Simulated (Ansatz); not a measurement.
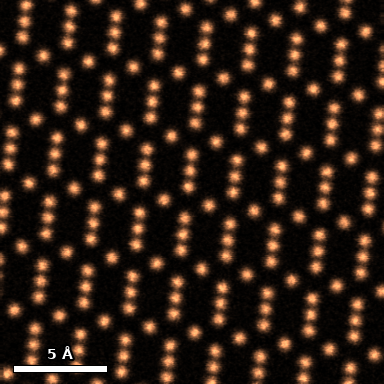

HAADF-like image of Rh (Pm-3n, No. 223). Simulation: incoherent imaging, intensity Z^1.7 per atom, probe width 0.50 Å, thin sample. Shot noise and a slight drift were added. Structure: coordinates from a relaxation with DFT, RPBE, plane waves (420 eV) with PAW, scalar-relativistic (Ansatz 0.2.0); the starting structure was generated, so it need not be a known form of this composition.

Space group Pm-3n (No. 223). a = 4.918 Å, b = 4.918 Å, c = 4.918 Å, α = 90.00°, β = 90.00°, γ = 90.00°
| atom | site | symmetry | x | y | z |
| --- | --- | --- | --- | --- | --- |
| Rh | 2a | m-3. | 0.0000 | 0.0000 | 0.0000 |
| Rh | 6c | -4m.2 | 0.2500 | 0.0000 | 0.5000 |

Along which zone axis is the crystal seen: [111], [210], [110] or [211]? (Directions equivalent by symmetry count as one.)

Answer. [110]. The projected cells are 4.02 × 4.02 Å, 120° for [111]; 2.20 × 4.92 Å, 90° for [210]; 2.46 × 3.48 Å, 90° for [110]; 2.84 × 3.48 Å, 90° for [211], and the image repeats as the [110] one does.
